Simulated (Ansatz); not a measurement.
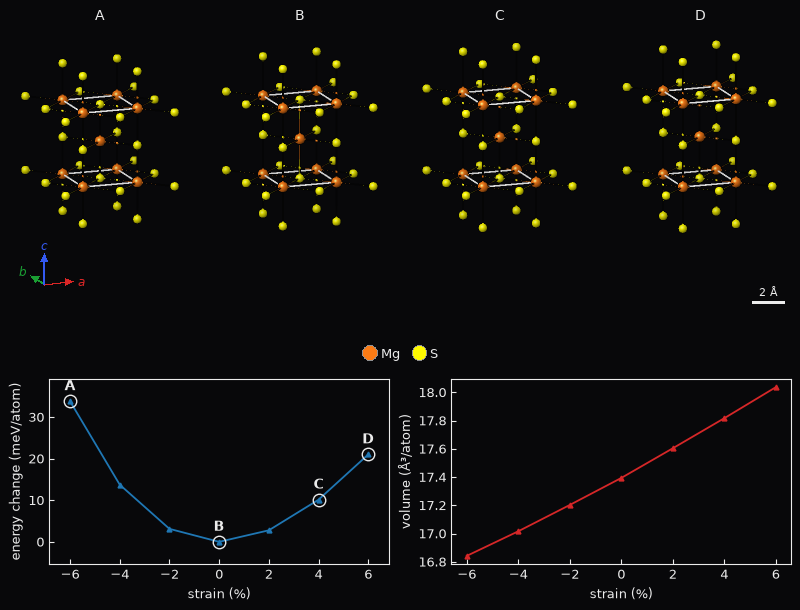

Members of a series of calculations on solid MgS (set up in Fm-3m), marked on the first curve. A ball-and-stick model of the cell of the calculation, seen slightly off an axis.

Computed with Ansatz 0.2.0, DFT PBEsol, scalar-relativistic, plane waves, PAW. (plane-wave cutoff 420 eV; k-point mesh 6 × 6 × 6; occupations gaussian; smearing width 0.02 eV; no spin polarisation)

Describe the series.

Uniaxial strain along c; a, b and atoms relaxed. A (strain −6.0 %): energy change 33.8 meV/atom, volume 16.84 Å³ per atom. B (strain 0.0 %): energy change 0.0 meV/atom, volume 17.39 Å³ per atom. C (strain 4.0 %): energy change 10.1 meV/atom, volume 17.82 Å³ per atom. D (strain 6.0 %): energy change 21.0 meV/atom, volume 18.04 Å³ per atom. The rest compares A with D. The volume changes by +7.1 %, with a = b 3.719 → 3.624 Å (−2.5 %), c 4.871 → 5.493 Å (+12.8 %). Near-neighbour distances before and after: Mg–S 2.436 → 2.746 Å, Mg–S 2.630 → 2.563 Å.
